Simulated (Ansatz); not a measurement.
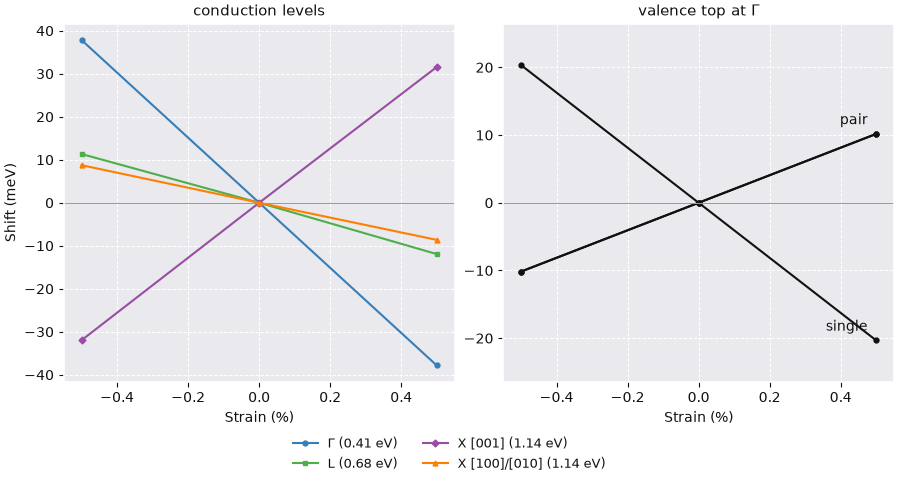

Shifts of the lowest conduction level at the points named, against the centre of the valence top at Γ (unstrained energies in the legend), and the splitting of that top about its centre. Directions are on the cubic axes.

System: zincblende GaSb, space group F-43m (No. 216), 2 atoms in the primitive cell, in a cell relaxed beforehand; cubic a = 6.133 Å. Here the cell is stretched along z by ±0.5 %, with x and y held, and the atoms are carried along without relaxing. Ansatz 0.2.0; r2SCAN, Ansatz PAW set, no spin polarisation, no spin-orbit coupling, 8×8×8 k mesh, 500 eV cutoff.

Question: How fast does each conduction level move?

Answer: For each 1 % of strain: −76 meV at Γ, −23 meV at L, +64 meV at X [001] and −17 meV at X [100]/[010].

Question: What shear deformation potential follows for the X levels?

Answer: For the X levels E[001] − E[100] = Ξu (εzz − εxx), and the splitting is +81 meV for 1 %, so Ξu = 8.1 eV.

Question: How does the valence top split?

Answer: The threefold valence top splits at 61 meV for each 1 % of strain; under tension the single level lies below the pair. With E(single) − E(pair) = 3b (εzz − εxx), b = −2.03 eV.

Spin-orbit coupling is left out, which matters for Sb. The PAW data sets were made with another functional. LDA, GGA and most meta-GGA functionals understate gaps. Spin-orbit coupling, left out here, splits this threefold top even without strain.
